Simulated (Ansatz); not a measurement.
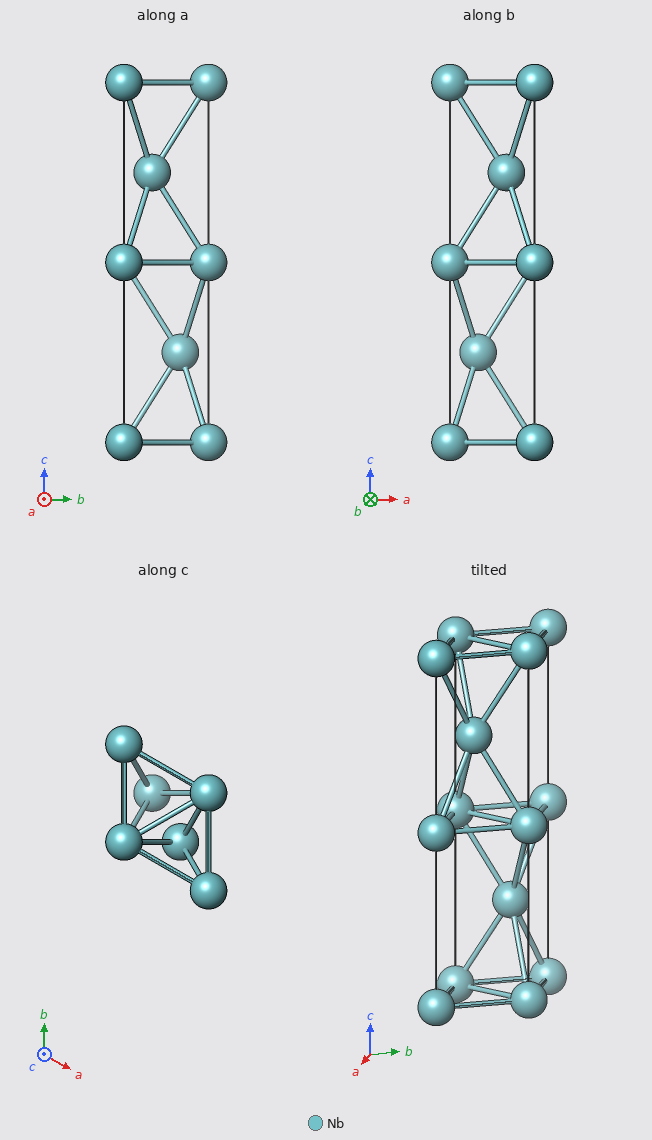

Crystal structure, ball-and-stick style, seen along the a axis, along the b axis, along the c axis and slightly off an axis. Atoms at the boundary of the conventional unit cell (the box) are drawn once for each face, edge or corner they touch.

Lattice parameters: a = 2.8544 Å, b = 2.8544 Å, c = 10.5175 Å, α = 90.000°, β = 90.000°, γ = 120.000°.

### Give the atomic positions as a CIF in P1 with every atom of the cell.

```cif
data_structure
_symmetry_space_group_name_H-M 'P 1'
_symmetry_Int_Tables_number 1
_cell_length_a 2.8544
_cell_length_b 2.8544
_cell_length_c 10.5175
_cell_angle_alpha 90.000
_cell_angle_beta 90.000
_cell_angle_gamma 120.000
_cell_volume 74.21
loop_
_atom_site_label
_atom_site_type_symbol
_atom_site_fract_x
_atom_site_fract_y
_atom_site_fract_z
_atom_site_occupancy
Nb1 Nb 0.0000 0.0000 0.0000 1
Nb2 Nb 0.0000 0.0000 0.5000 1
Nb3 Nb 0.3333 0.6667 0.2500 1
Nb4 Nb 0.6667 0.3333 0.7500 1
```

The starting point was a structure type filled with this element by a generator (whether the element takes this form wasn't checked). Earlier steps of the study may have refined or changed the cell and positions. It was run through Ansatz as a DFT input.
